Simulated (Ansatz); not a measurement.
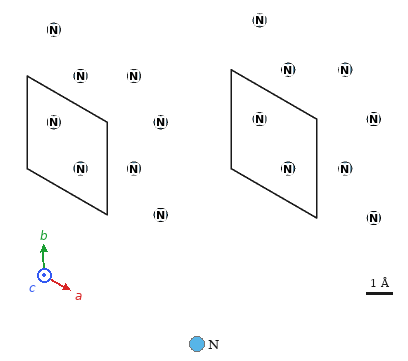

Two geometries of solid N (built on the database structure type), drawn at one scale. One is the start of a relaxation, the other its converged end. The picture is a ball-and-stick view of the cell of the calculation, repeated 2 × 2 × 1 with one cell outlined, seen along the c axis.

The calculation used Ansatz 0.2.0, DFT, r2SCAN+rVV10, plane waves, PAW. Settings: plane-wave cutoff 500 eV; k-point mesh 12 × 12 × 4; occupations fermi dirac; smearing width 0.02 eV; no spin polarisation; cell and atoms relaxed; force threshold 0.005 eV/Å.

**Which of the two is the end point?**

The left one is the relaxed one. The largest moves relative to the cell, 0.020 Å, are those of N atoms. The volume changes by −9.7 %, with a = b 3.822 → 3.579 Å (−6.3 %), c 7.423 → 7.641 Å (+2.9 %). Some distances before and after: N–N 1.102 → 1.094 Å. The space group stays P6_3/mmc (No. 194). Over 9 accepted moves (13 points after the start) the energy falls by 20.6 meV per cell of the calculation. Largest force component: 1.2 eV/Å at the start, 0.002 eV/Å at the end. The pressure goes from −1.66 to 0.00 GPa. The line search rejected the trial steps at points 9, 10 of the run. The SCF was repeated twice at an unchanged geometry on a basis and grid sized afresh for the cell, which shifted the energy by 3.3 meV per cell of the calculation at most.
